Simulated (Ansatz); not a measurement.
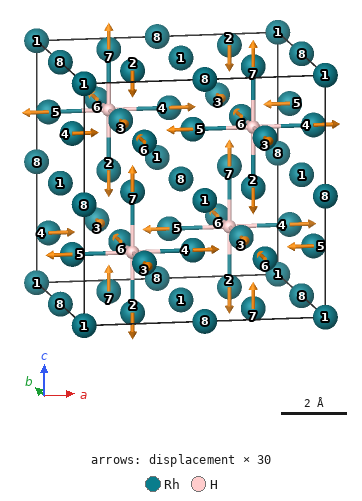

This is a relaxation of a crystal of HRh$_{8}$ (set up in Fm-3m) (coarse preliminary run). The starting structure is drawn; orange arrows show the displacements (the part carried along by the change of the cell is left out), magnified 30 times.

Style: ball-and-stick. Shown: the conventional cell (4 times the calculation's cell), slightly off an axis. Lengths and directions refer to the drawn axes.

Case: 1 H put on empty site 1 of 8 host cells, relaxed.

All numbers below come from DFT PBE, scalar-relativistic, plane waves, PAW in Ansatz.

Input
```yaml
crystal:
  lattice:
    - [0.0, 3.8303804066, 3.8303804066]
    - [3.8303804066, 0.0, 3.8303804066]
    - [3.8303804066, 3.8303804066, 0.0]
  atoms:
    - { symbol: Rh, position: [0.0, 0.0, 0.0] }
    - { symbol: Rh, position: [0.0, 0.0, 0.5] }
    - { symbol: Rh, position: [0.0, 0.5, 0.0] }
    - { symbol: Rh, position: [0.0, 0.5, 0.5] }
    - { symbol: Rh, position: [0.5, 0.0, 0.0] }
    - { symbol: Rh, position: [0.5, 0.0, 0.5] }
    - { symbol: Rh, position: [0.5, 0.5, 0.0] }
    - { symbol: Rh, position: [0.5, 0.5, 0.5] }
    - { symbol: H, position: [0.25, 0.25, 0.25] }
basis:
  ecutwfc: 420
kpoints:
  mp_grid: { grid: [4, 4, 4] }
hamiltonian:
  xc: pbe
scf:
  occupations: { method: gaussian, width: 0.1 }
output:
  forces: true
  stress: true
  eigenvalues: true
relax:
  adjacent_minimum: "off"
  f_tol: 0.0325
  max_steps: 70
  cell: { stress_tol: 0.24 }
```

Run as
```bash
ansatz run input.yaml --threads 2 --pin off --max-ram 5120MiB --backend cpu --events-out ev --progress --plain --runs-dir out
```

> Atoms of which element are displaced furthest, and by how much?

Rhodium: up to 0.028 Å, against 0.000 Å for hydrogen.

> What happened in the run?

The largest moves relative to the cell, 0.028 Å, are those of Rh2, Rh3, Rh4, Rh5, Rh6 and Rh7. Rh6 goes along +b. H stays in place. Cell: a = b = c 7.661 → 7.726 Å (+0.9 %). Volume +2.6 %. Among the contacts that change: Rh2–Rh3 2.708 → 2.772 Å, Rh2–H9 1.915 → 1.960 Å, Rh1–Rh2 2.708 → 2.732 Å, Rh2–Rh3 (another image) 2.708 → 2.692 Å. The space group stays Fm-3m (No. 225). Over 3 accepted moves (4 points after the start) the energy falls by 13.4 meV per atom. The largest force component goes from 0.71 to 0.024 eV/Å. The pressure goes from 7.03 to −0.01 GPa. The SCF was repeated once at an unchanged geometry on a basis and grid sized afresh for the cell, which shifted the energy by 0.3 meV per atom at most. The run took 10 s on 2 threads of Arm Neoverse V2, with other jobs on the host, peak memory 0.45 GiB.
